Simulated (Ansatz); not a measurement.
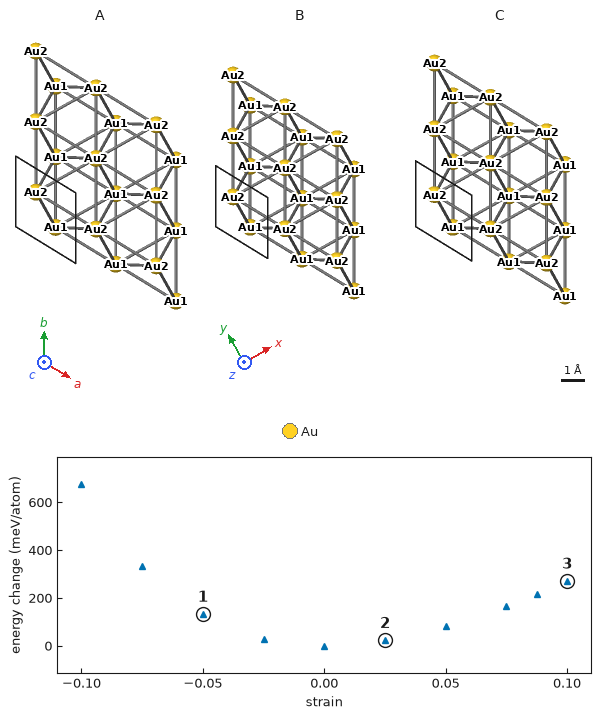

A scan of solid Au (Cmcm): the cell is strained equally along x and y, with the atoms kept at their fractional coordinates. x, y and z are the Cartesian axes of the input. The frames are shuffled; the numbered points of the plot belong to them. The picture is a ball-and-stick view of the cell of the calculation, repeated 3 × 3 × 1 with one cell outlined, seen along the c axis.

Computed with DFT PBEsol, scalar-relativistic, plane waves, PAW (Ansatz 0.2.0). Settings: plane-wave cutoff 420 eV; k-point mesh 24 × 24 × 12; occupations gaussian; smearing width 0.15 eV; no spin polarisation. Energies (free energies at the smearing named) are counted from the relaxed crystal.

Match the frames to the points.

Answer. Point 1 is frame B (the strain −0.05, 132 meV/atom); 2 is frame C (the strain 0.025, 23 meV/atom); 3 is frame A (the strain 0.10, 271 meV/atom). The lowest computed point lies at the strain 0.00 (0 meV/atom). The end points stand at 676 meV/atom (−0.10) and 271 meV/atom (0.10). The distortion keeps the space group Cmcm. At the strain −0.10 the cell of the drawing goes a 2.885 → 2.597 Å, b 2.885 → 2.597 Å.
